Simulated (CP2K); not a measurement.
# WS: 6 runs along one coordinate

System: WS (Pm-3m, 2 atoms in the cell).
Method: Kohn-Sham DFT of a periodic cell, PBE, GTH-PBE with UZH-TZVP basis, no spin polarisation (CP2K 2026.2).

The 6 runs differ only in the geometry, by an even scaling of the cell at fixed fractional positions. The structure was built on a prototype by a generator; it need not be a known phase.

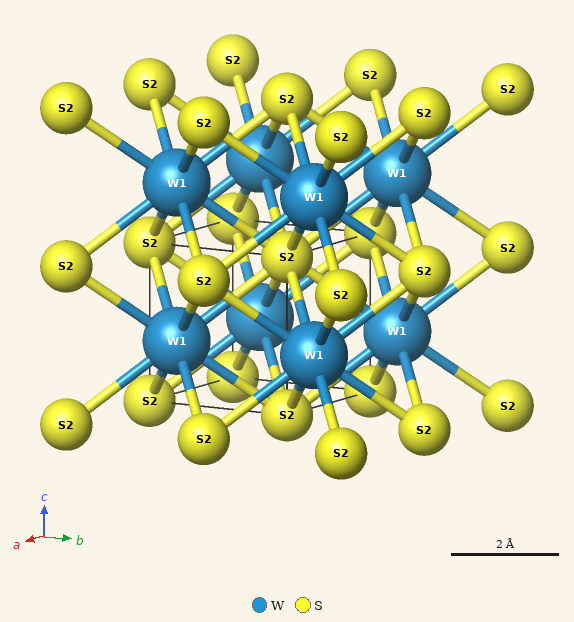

Figure 1. The structure of run 4 (ball-and-stick view of the cell of the calculation, repeated 2 × 2 × 2, seen at an oblique angle; atoms are numbered from 1 in the order of the input). An atom can appear more than once, as a periodic image.

## Input of run 4
```
&GLOBAL
  PROJECT ws_eos
  RUN_TYPE ENERGY_FORCE
  PRINT_LEVEL LOW
&END GLOBAL
&FORCE_EVAL
  METHOD QS
  STRESS_TENSOR ANALYTICAL
  &DFT
    BASIS_SET_FILE_NAME BASIS_MOLOPT_UZH
    POTENTIAL_FILE_NAME POTENTIAL_UZH
    WFN_RESTART_FILE_NAME previous-RESTART.kp
    &MGRID
      CUTOFF 450
      REL_CUTOFF 60
      NGRIDS 5
    &END MGRID
    &QS
      METHOD GPW
      EPS_DEFAULT 1.0E-10
    &END QS
    &KPOINTS
      SCHEME MONKHORST-PACK 9 9 9
      GAMMA_CENTERED T
      SYMMETRY T
      SYMMETRY_BACKEND SPGLIB
    &END KPOINTS
    &SCF
      SCF_GUESS RESTART
      EPS_SCF 1.0E-6
      MAX_SCF 100
      ADDED_MOS 13
      CHOLESKY OFF
      EPS_EIGVAL 1.0E-7
      &DIAGONALIZATION ON
        ALGORITHM STANDARD
      &END DIAGONALIZATION
      &MIXING ON
        METHOD BROYDEN_MIXING
        ALPHA 0.4
        BETA 1.5
        NBUFFER 8
      &END MIXING
      &SMEAR ON
        METHOD FERMI_DIRAC
        ELECTRONIC_TEMPERATURE [K] 580.226
      &END SMEAR
    &END SCF
    &XC
      &XC_FUNCTIONAL PBE
      &END XC_FUNCTIONAL
    &END XC
    &PRINT
      &KPOINTS ON
      &END KPOINTS
      &MULLIKEN ON
      &END MULLIKEN
      &MO ON
        ENERGIES T
        OCCUPATION_NUMBERS T
        &EACH
          QS_SCF 0
        &END EACH
        ADD_LAST NUMERIC
      &END MO
    &END PRINT
  &END DFT
  &SUBSYS
    &CELL
      A 3.0278103819 0.0000000000 0.0000000000
      B 0.0000000000 3.0278103819 0.0000000000
      C 0.0000000000 0.0000000000 3.0278103819
      PERIODIC XYZ
    &END CELL
    &COORD
      W   1.5139051910 1.5139051910 1.5139051910
      S   0.0000000000 0.0000000000 0.0000000000
    &END COORD
    &KIND W
      BASIS_SET TZVP-MOLOPT-PBE-GTH-q14
      POTENTIAL GTH-PBE-q14
    &END KIND
    &KIND S
      BASIS_SET TZVP-MOLOPT-PBE-GTH-q6
      POTENTIAL GTH-PBE-q6
    &END KIND
    &PRINT
      &ATOMIC_COORDINATES ON
      &END ATOMIC_COORDINATES
      &CELL ON
      &END CELL
    &END PRINT
  &END SUBSYS
  &PRINT
    &FORCES ON
    &END FORCES
    &STRESS_TENSOR ON
    &END STRESS_TENSOR
  &END PRINT
&END FORCE_EVAL
```

Command:
```bash
OMP_NUM_THREADS=1 cp2k.psmp -i ws_eos.inp -o ws_eos.out
```

Lattice vectors (Å) and fractional positions of run 4:
```
   3.027810    0.000000    0.000000
   0.000000    3.027810    0.000000
   0.000000    0.000000    3.027810
W   0.500000  0.500000  0.500000
S   0.000000  0.000000  0.000000
```

Run 3 differs from it as follows:
```diff
-      A 3.0278103819 0.0000000000 0.0000000000
-      B 0.0000000000 3.0278103819 0.0000000000
-      C 0.0000000000 0.0000000000 3.0278103819
+      A 2.9877022105 0.0000000000 0.0000000000
+      B 0.0000000000 2.9877022105 0.0000000000
+      C 0.0000000000 0.0000000000 2.9877022105
-      W   1.5139051910 1.5139051910 1.5139051910
+      W   1.4938511053 1.4938511053 1.4938511053
```

## Results, with one run withheld

| run | volume per atom (Å³) | free energy per atom, from the lowest run given (meV) | pressure (GPa) |
| --- | --- | --- | --- |
| 1 | 12.790 | 27.56 | 15.61 |
| 2 | 13.063 | 6.51 | 9.29 |
| 3 | 13.335 | ? | ? |
| 4 | 13.879 | 0.00 | −5.87 |
| 5 | 14.151 | 13.44 | −9.87 |
| 6 | 14.423 | 33.28 | −13.43 |

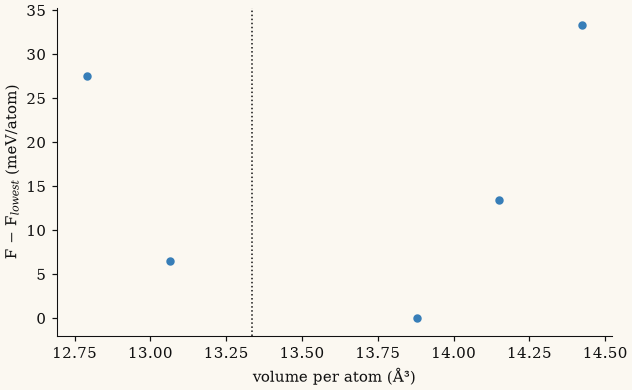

Figure 2. Free energy per atom of the runs given; the dotted line marks run 3.

Estimate the energy of run 3 from the others.

A cubic polynomial in V^(−2/3) (the Birch–Murnaghan form), fitted to the 5 runs given, misses them by at most 0.01 meV per atom. With x = V^(−2/3) − 0.17520 Å⁻², it reads F = −5.9039 − 1372.8 x + 7.4243e+05 x² + 1.2417e+06 x³ (meV per atom). At run 3 it gives −4.36 meV per atom, and the run itself gives −4.39. The slope of the fit gives a pressure −dF/dV of 3.64 GPa there, and the run prints 3.65 GPa. The fit has its minimum at 13.529 Å³ per atom, where V d²F/dV² gives 244 GPa: the bulk modulus at this level, since symmetry fixes the shape and the positions.

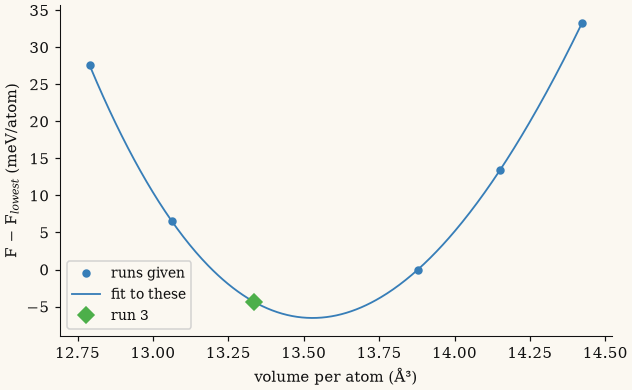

Figure 3. The fit and the withheld run.

## Some lines of the output (run 3)
```
[...]
 CELL| Volume [angstrom^3]:                                            26.669319
 CELL_REF| Volume [angstrom^3]:                                        26.669319
                        Smear method:                                FERMI_DIRAC
  Step     Update method      Time    Convergence         Total energy    Change
  Fermi energy:                                                 0.57670970738764
  Total energy:                                               -78.34915921965796
  Total energy (extrapolated to T->0):                        -78.34891593230037
 MO| E(Fermi):            0.576710 a.u.         15.693069 eV
```

Notes: Spin–orbit coupling is left out, which matters for W.
